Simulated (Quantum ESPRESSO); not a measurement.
## Band-structure run, with input and output: Se (part 2 of 2)

Continued. System: Se (P3₁21, 3 atoms in the cell). Method: Kohn-Sham DFT of a periodic cell, r2SCAN, SG15 PBE 1.2, no spin polarisation (Quantum ESPRESSO 7.5); cutoff 952.4 eV, 5×5×4 k-mesh, fermi-dirac of 0.05 eV. The structure derives from an entry of the Crystallography Open Database.

Geometry of the input (Å; fractional positions):
```
4.3662  0.0000  0.0000
-2.1831  3.7812  0.0000
0.0000  0.0000  4.9536
Se 0.7746  0.7746  0.0000
Se -0.0000  0.2254  0.6667
Se 0.2254  0.0000  0.3333
```

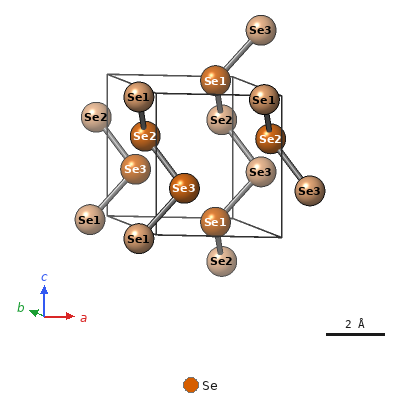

**Figure 1.** The structure as given in the input (ball-and-stick view of the cell of the calculation, seen slightly off an axis; neighbours outside the cell are drawn fainter; atoms are numbered from 1 in the order of the input).

### Output, continued
```
          k = 0.0000 0.0000 0.0000 (  5437 PWs)   bands (ev):

   -11.9867  -7.6416  -7.6415   0.6158   0.6159   0.7161   2.4492   2.4493
     4.1449   6.7022   6.7022   6.9844  11.2984  11.5134  11.5135

          k = 0.0000 0.0000 0.2137 (  5413 PWs)   bands (ev):

   -11.6755  -9.3570  -6.0177  -0.0374   0.8648   0.9629   2.5689   2.9360
     3.7164   6.2723   6.3068   6.5175  11.8099  12.2565  12.3778

          k = 0.0000 0.0000-0.4273 (  5364 PWs)   bands (ev):

   -10.7683 -10.7683  -5.2525  -0.4853   1.0775   1.0775   2.9958   2.9958
     3.3962   6.0195   6.0196   6.0402  11.3782  12.3288  12.3288

          k = 0.0000 0.2239 0.0000 (  5455 PWs)   bands (ev):

   -11.8342  -7.7874  -7.6273  -0.2384   0.1982   0.8920   2.4933   2.8897
     3.8602   6.6529   6.7493   7.3883  11.1687  11.2037  12.7278

          k = 0.0000 0.2239 0.2137 (  5450 PWs)   bands (ev):

   -11.5293  -9.3043  -6.2646  -0.4313   0.0101   1.0454   2.6855   3.1102
     3.8276   6.3550   6.5482   7.1189  10.9140  12.2842  12.6163

          k = 0.0000 0.2239-0.4273 (  5436 PWs)   bands (ev):

   -10.6697 -10.6278  -5.6458  -0.7909   0.5806   0.7087   2.8937   3.2271
     3.4121   6.3031   6.5430   7.0726  11.5824  11.7184  12.9609

          k = 0.0000 0.2239-0.2137 (  5450 PWs)   bands (ev):

   -11.5311  -9.2933  -6.2958  -0.3675   0.1951   1.1139   2.4112   2.8034
     3.6677   6.5532   6.9331   7.2703  11.4324  12.0102  12.4352

          k = 0.0000 0.4478 0.0000 (  5467 PWs)   bands (ev):

   -11.5463  -8.0970  -7.6029  -0.7106  -0.2276   0.9254   1.8882   2.7550
     3.5757   6.7529   7.1055   8.6601  10.3683  12.2518  14.2488

          k = 0.0000 0.4478 0.2137 (  5461 PWs)   bands (ev):

   -11.2561  -9.2285  -6.6986  -1.0080  -0.4786   0.7740   2.6120   2.8668
     4.0384   6.5212   7.2209   7.8885  10.8440  12.9858  13.9815

          k = 0.0000 0.4478-0.4273 (  5448 PWs)   bands (ev):

   -10.4992 -10.3632  -6.2704  -1.4221   0.0478   0.2649   2.6688   3.1866
     4.3681   6.5036   7.3946   7.7805  11.3010  12.8217  13.6410

          k = 0.0000 0.4478-0.2137 (  5461 PWs)   bands (ev):

   -11.2604  -9.2033  -6.7534  -0.8139  -0.4452   0.8724   2.2719   2.7171
     3.7329   6.7119   7.4474   8.5241  11.2123  12.6711  13.4546

          k = 0.1939 0.1120 0.0000 (  5455 PWs)   bands (ev):

   -11.8342  -7.7874  -7.6273  -0.2384   0.1982   0.8920   2.4933   2.8897
     3.8602   6.6529   6.7493   7.3883  11.1687  11.2037  12.7278

          k = 0.1939 0.1120 0.2137 (  5450 PWs)   bands (ev):

   -11.5311  -9.2933  -6.2958  -0.3675   0.1951   1.1139   2.4112   2.8034
     3.6677   6.5532   6.9331   7.2703  11.4324  12.0102  12.4351

          k = 0.1939 0.1120-0.4273 (  5436 PWs)   bands (ev):

   -10.6697 -10.6278  -5.6458  -0.7909   0.5806   0.7087   2.8937   3.2271
     3.4121   6.3031   6.5430   7.0726  11.5824  11.7184  12.9609

          k = 0.1939 0.1120-0.2137 (  5450 PWs)   bands (ev):

   -11.5293  -9.3043  -6.2646  -0.4313   0.0101   1.0454   2.6855   3.1102
     3.8276   6.3550   6.5482   7.1189  10.9140  12.2843  12.6165

          k = 0.1939 0.3359 0.0000 (  5477 PWs)   bands (ev):

   -11.6079  -7.9587  -7.6828  -0.5489  -0.3448   1.1052   2.1680   2.6529
     3.3408   7.0517   7.4183   7.9594  10.7791  11.5994  13.5502

          k = 0.1939 0.3359 0.2137 (  5450 PWs)   bands (ev):

   -11.3158  -9.2275  -6.6369  -0.8200  -0.4118   0.9525   2.0852   3.0736
     4.0645   6.5817   7.3200   7.8809  11.1841  11.9661  13.3824

          k = 0.1939 0.3359-0.4273 (  5462 PWs)   bands (ev):

   -10.5157 -10.4379  -6.1356  -1.1913  -0.0402   0.0956   3.3112   3.5746
     3.6645   6.3181   7.2381   7.7140  11.2754  12.3782  13.3318

          k = 0.1939 0.3359-0.2137 (  5450 PWs)   bands (ev):

   -11.3158  -9.2275  -6.6369  -0.8200  -0.4118   0.9525   2.0852   3.0736
     4.0645   6.5817   7.3200   7.8809  11.1841  11.9661  13.3824

          k = 0.1939 0.5598 0.0000 (  5461 PWs)   bands (ev):

   -11.4480  -8.0668  -7.7536  -0.6601  -0.4645   1.3535   1.6364   2.2835
     3.0843   7.3141   7.8506   8.6907  10.7714  12.3378  13.6194

          k = 0.1939 0.5598 0.2137 (  5487 PWs)   bands (ev):

   -11.1653  -9.1878  -6.8663  -0.9706  -0.7495   0.7215   2.1108   3.0736
     4.0159   6.8246   7.7458   8.2225  11.2495  12.5140  13.4717

          k = 0.1939 0.5598-0.4273 (  5478 PWs)   bands (ev):

   -10.4046 -10.3153  -6.4290  -1.4376  -0.3848  -0.2997   3.4427   3.6297
     4.5795   6.1146   7.5013   7.6814  11.4500  13.0018  13.9263

          k = 0.1939 0.5598-0.2137 (  5487 PWs)   bands (ev):

   -11.1653  -9.1878  -6.8663  -0.9706  -0.7495   0.7215   2.1108   3.0736
     4.0159   6.8246   7.7458   8.2225  11.2495  12.5140  13.4717

          k = 0.1939-0.3359 0.0000 (  5477 PWs)   bands (ev):

   -11.6079  -7.9587  -7.6828  -0.5489  -0.3449   1.1051   2.1681   2.6529
     3.3408   7.0518   7.4184   7.9594  10.7791  11.5994  13.5502

          k = 0.1939-0.3359 0.2137 (  5450 PWs)   bands (ev):

   -11.3158  -9.2275  -6.6369  -0.8200  -0.4118   0.9525   2.0852   3.0737
     4.0645   6.5817   7.3200   7.8809  11.1841  11.9661  13.3824

          k = 0.1939-0.3359-0.4273 (  5462 PWs)   bands (ev):

   -10.5158 -10.4379  -6.1356  -1.1914  -0.0402   0.0956   3.3112   3.5746
     3.6645   6.3181   7.2381   7.7139  11.2754  12.3782  13.3318

          k = 0.1939-0.3359-0.2137 (  5450 PWs)   bands (ev):

   -11.3158  -9.2275  -6.6369  -0.8200  -0.4118   0.9525   2.0852   3.0737
     4.0645   6.5817   7.3201   7.8808  11.1841  11.9661  13.3824

          k = 0.1939-0.1120 0.0000 (  5455 PWs)   bands (ev):

   -11.8342  -7.7874  -7.6273  -0.2384   0.1982   0.8920   2.4933   2.8897
     3.8602   6.6529   6.7493   7.3882  11.1688  11.2037  12.7278

          k = 0.1939-0.1120 0.2137 (  5450 PWs)   bands (ev):

   -11.5293  -9.3043  -6.2646  -0.4313   0.0101   1.0454   2.6855   3.1103
     3.8275   6.3550   6.5482   7.1189  10.9140  12.2842  12.6164

          k = 0.1939-0.1120-0.4273 (  5436 PWs)   bands (ev):

   -10.6697 -10.6278  -5.6458  -0.7909   0.5807   0.7087   2.8937   3.2271
     3.4121   6.3031   6.5430   7.0725  11.5825  11.7184  12.9609

          k = 0.1939-0.1120-0.2137 (  5450 PWs)   bands (ev):

   -11.5311  -9.2933  -6.2959  -0.3675   0.1951   1.1139   2.4112   2.8034
     3.6677   6.5532   6.9332   7.2703  11.4324  12.0102  12.4352

          k = 0.3878 0.2239 0.0000 (  5467 PWs)   bands (ev):

   -11.5463  -8.0970  -7.6029  -0.7106  -0.2276   0.9254   1.8882   2.7550
     3.5757   6.7529   7.1055   8.6601  10.3683  12.2518  14.2488

          k = 0.3878 0.2239 0.2137 (  5461 PWs)   bands (ev):

   -11.2604  -9.2033  -6.7534  -0.8139  -0.4452   0.8724   2.2719   2.7171
     3.7329   6.7119   7.4474   8.5241  11.2123  12.6711  13.4546

          k = 0.3878 0.2239-0.4273 (  5448 PWs)   bands (ev):

   -10.4992 -10.3633  -6.2704  -1.4221   0.0478   0.2649   2.6688   3.1866
     4.3681   6.5036   7.3946   7.7805  11.3010  12.8217  13.6410

          k = 0.3878 0.2239-0.2137 (  5461 PWs)   bands (ev):

   -11.2561  -9.2285  -6.6986  -1.0080  -0.4786   0.7740   2.6120   2.8668
     4.0384   6.5212   7.2209   7.8885  10.8440  12.9858  13.9815

          k = 0.3878 0.4478 0.0000 (  5461 PWs)   bands (ev):

   -11.4480  -8.0668  -7.7536  -0.6601  -0.4645   1.3535   1.6364   2.2835
     3.0843   7.3141   7.8506   8.6907  10.7714  12.3378  13.6194

          k = 0.3878 0.4478 0.2137 (  5487 PWs)   bands (ev):

   -11.1653  -9.1878  -6.8663  -0.9706  -0.7495   0.7215   2.1108   3.0736
     4.0159   6.8246   7.7458   8.2225  11.2495  12.5140  13.4717

          k = 0.3878 0.4478-0.4273 (  5478 PWs)   bands (ev):

   -10.4046 -10.3153  -6.4290  -1.4376  -0.3848  -0.2997   3.4427   3.6297
     4.5795   6.1146   7.5013   7.6814  11.4500  13.0018  13.9267

          k = 0.3878 0.4478-0.2137 (  5487 PWs)   bands (ev):

   -11.1653  -9.1878  -6.8663  -0.9706  -0.7495   0.7215   2.1108   3.0736
     4.0159   6.8246   7.7458   8.2225  11.2495  12.5140  13.4717

          k = 0.3878 0.6718 0.0000 (  5461 PWs)   bands (ev):

   -11.4480  -8.0668  -7.7536  -0.6601  -0.4645   1.3535   1.6364   2.2835
     3.0843   7.3141   7.8507   8.6906  10.7714  12.3378  13.6194

          k = 0.3878 0.6718 0.2137 (  5487 PWs)   bands (ev):

   -11.1653  -9.1878  -6.8663  -0.9706  -0.7495   0.7215   2.1108   3.0736
     4.0159   6.8246   7.7458   8.2224  11.2495  12.5140  13.4717

          k = 0.3878 0.6718-0.4273 (  5478 PWs)   bands (ev):

   -10.4046 -10.3153  -6.4290  -1.4376  -0.3848  -0.2998   3.4427   3.6297
     4.5795   6.1146   7.5014   7.6814  11.4500  13.0018  13.9262

          k = 0.3878 0.6718-0.2137 (  5487 PWs)   bands (ev):

   -11.1653  -9.1878  -6.8663  -0.9706  -0.7495   0.7215   2.1108   3.0736
     4.0159   6.8246   7.7458   8.2224  11.2495  12.5140  13.4717

          k = 0.3878-0.2239 0.0000 (  5467 PWs)   bands (ev):

   -11.5463  -8.0970  -7.6029  -0.7106  -0.2277   0.9254   1.8882   2.7550
     3.5757   6.7529   7.1056   8.6600  10.3683  12.2519  14.2488

          k = 0.3878-0.2239 0.2137 (  5461 PWs)   bands (ev):

   -11.2561  -9.2285  -6.6986  -1.0080  -0.4786   0.7740   2.6120   2.8669
     4.0384   6.5212   7.2209   7.8885  10.8440  12.9858  13.9815

          k = 0.3878-0.2239-0.4273 (  5448 PWs)   bands (ev):

   -10.4992 -10.3632  -6.2704  -1.4221   0.0479   0.2649   2.6688   3.1867
     4.3681   6.5036   7.3947   7.7804  11.3011  12.8217  13.6410

          k = 0.3878-0.2239-0.2137 (  5461 PWs)   bands (ev):

   -11.2604  -9.2033  -6.7534  -0.8139  -0.4452   0.8724   2.2719   2.7171
     3.7329   6.7119   7.4474   8.5241  11.2123  12.6712  13.4546

          k = 0.3878 0.0000 0.0000 (  5477 PWs)   bands (ev):

   -11.6079  -7.9587  -7.6828  -0.5489  -0.3449   1.1051   2.1681   2.6529
     3.3408   7.0518   7.4184   7.9594  10.7791  11.5994  13.5502

          k = 0.3878 0.0000 0.2137 (  5450 PWs)   bands (ev):

   -11.3158  -9.2275  -6.6369  -0.8200  -0.4118   0.9525   2.0852   3.0736
     4.0645   6.5817   7.3200   7.8809  11.1841  11.9661  13.3824

          k = 0.3878 0.0000-0.4273 (  5462 PWs)   bands (ev):

   -10.5158 -10.4379  -6.1356  -1.1914  -0.0402   0.0956   3.3112   3.5746
     3.6645   6.3181   7.2381   7.7139  11.2754  12.3782  13.3318

          k = 0.3878 0.0000-0.2137 (  5450 PWs)   bands (ev):

   -11.3158  -9.2275  -6.6369  -0.8200  -0.4118   0.9525   2.0852   3.0736
     4.0645   6.5817   7.3201   7.8808  11.1841  11.9661  13.3824

     the Fermi energy is     5.3125 ev

!    total energy              =     -56.73847088 Ry
     estimated scf accuracy    <          6.5E-09 Ry
     smearing contrib. (-TS)   =      -0.00000001 Ry
     internal energy E=F+TS    =     -56.73847087 Ry

     The total energy is F=E-TS. E is the sum of the following terms:
     one-electron contribution =       0.19941812 Ry
     hartree contribution      =       6.86121581 Ry
     xc contribution           =     -12.31081020 Ry
     ewald contribution        =     -51.48829460 Ry

     convergence has been achieved in   8 iterations

     Forces acting on atoms (cartesian axes, Ry/au):

     atom    1 type  1   force =    -0.00445582   -0.00771736   -0.00000021
     atom    2 type  1   force =    -0.00443525    0.00770513    0.00002611
     atom    3 type  1   force =     0.00889107    0.00001223   -0.00002591

     Total force =     0.015411     Total SCF correction =     0.000035

     Computing stress (Cartesian axis) and pressure

          total   stress  (Ry/bohr**3)                   (kbar)     P=       19.26
   0.00009996  -0.00000001  -0.00000004           14.70       -0.00       -0.01
  -0.00000001   0.00009995   0.00000002           -0.00       14.70        0.00
  -0.00000004   0.00000002   0.00019277           -0.01        0.00       28.36

=------------------------------------------------------------------------------=
   JOB DONE.
=------------------------------------------------------------------------------=
```

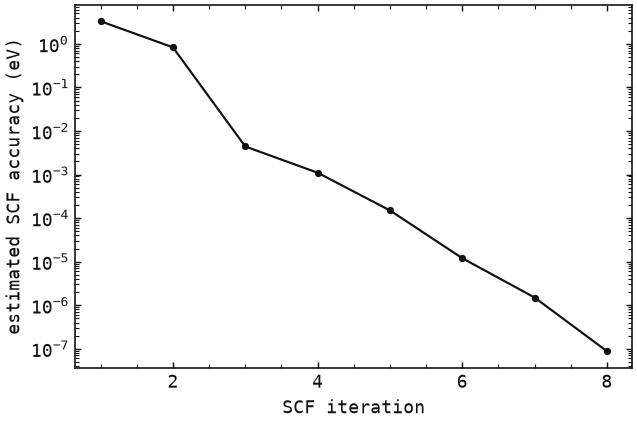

**Figure 2.** Convergence of the self-consistent field: estimated SCF accuracy against the iteration. The field takes 8 iterations in all.

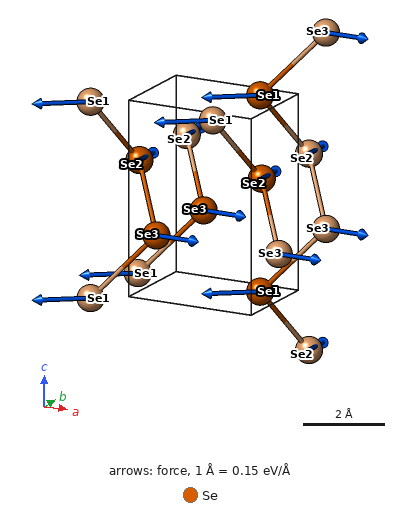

**Figure 3.** Forces on the atoms as blue arrows (ball-and-stick view of the cell of the calculation, seen slightly off an axis; neighbours outside the cell are drawn fainter; atoms are numbered from 1 in the order of the input). The largest act on all 3 Se atoms (0.23 eV/Å). The geometry is not a stationary point of this energy.
